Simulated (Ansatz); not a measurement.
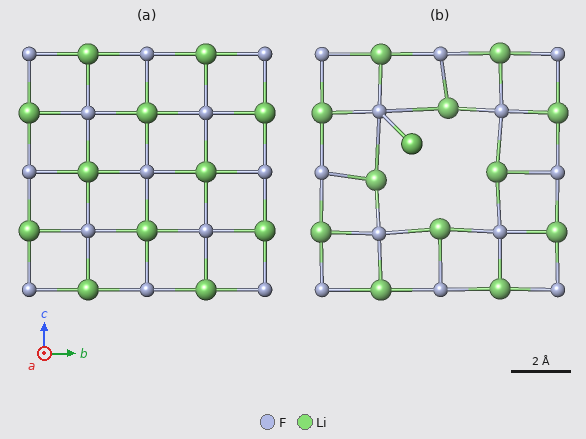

Left: perfect LiF. Right: the same region with one point defect, after relaxing the atoms in a supercell of 64 sites. A ball-and-stick model of the atoms within 6.0 Å of one point, in a slice 3.4 Å thick across the line of sight, seen along the a axis.

The calculation used Ansatz 0.2.0, DFT, PBEsol, PAW, plane waves. Set-up: plane-wave cutoff 420 eV; k-point mesh 1 × 1 × 1; mesh shifted by (0.25, 0.25, 0.25); no spin polarisation. Fermi-Dirac smearing of 0.01 eV. The axes drawn are those of the host's conventional cell.

Question: Which defect is it?

Answer: A fluorine atom is replaced by lithium.

The charge state of the cell is 0.

Question: What does the relaxation do around it?

Answer: In the host the F atom has 6 Li at 2.00 Å; the Li atom ends with 3 F at 1.80 Å, 4 Li at 2.13 to 2.14 Å. Of the host's atoms, a lithium atom moves furthest from its site, by 0.43 Å. The Li atom itself moves 1.66 Å from where it was put.

Limits of the set-up: the periodic images lie only 8.0 Å apart, so the values are limited by the cell's size.
